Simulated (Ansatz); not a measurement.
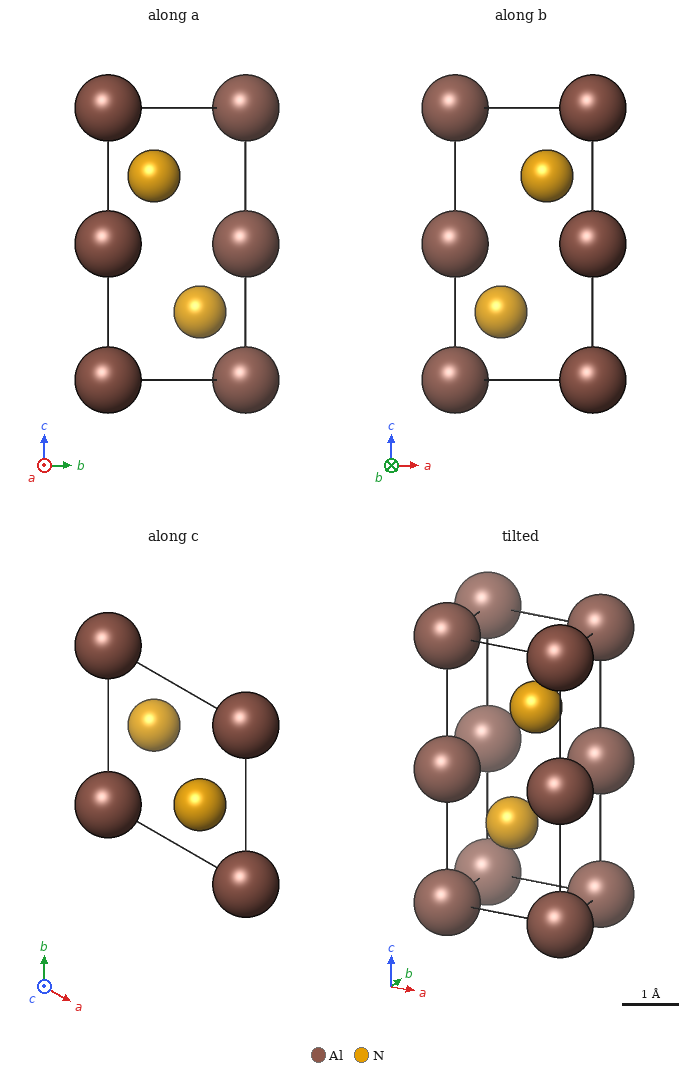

The structure above is drawn in spheres-only style and viewed along the a axis, along the b axis, along the c axis and slightly off an axis. The lines enclose the conventional unit cell; boundary atoms appear with their images.

Lattice parameters: a = 2.8556 Å, b = 2.8556 Å, c = 4.8832 Å, α = 90.000°, β = 90.000°, γ = 120.000°.

Q: Express the structure as a CIF in P1 with every atom of the cell.

A:
```cif
data_structure
_symmetry_space_group_name_H-M 'P 1'
_symmetry_Int_Tables_number 1
_cell_length_a 2.8556
_cell_length_b 2.8556
_cell_length_c 4.8832
_cell_angle_alpha 90.000
_cell_angle_beta 90.000
_cell_angle_gamma 120.000
_cell_volume 34.48
loop_
_atom_site_label
_atom_site_type_symbol
_atom_site_fract_x
_atom_site_fract_y
_atom_site_fract_z
_atom_site_occupancy
Al1 Al 0.0000 0.0000 0.0000 1
Al2 Al 0.0000 0.0000 0.5000 1
N1 N 0.3333 0.6667 0.2500 1
N2 N 0.6667 0.3333 0.7500 1
```

The initial geometry was a structure type filled with these elements by a generator (whether the compound takes this form wasn't checked). The geometry was optimised with Ansatz 0.2.0, DFT PBE, scalar-relativistic, plane waves, PAW.
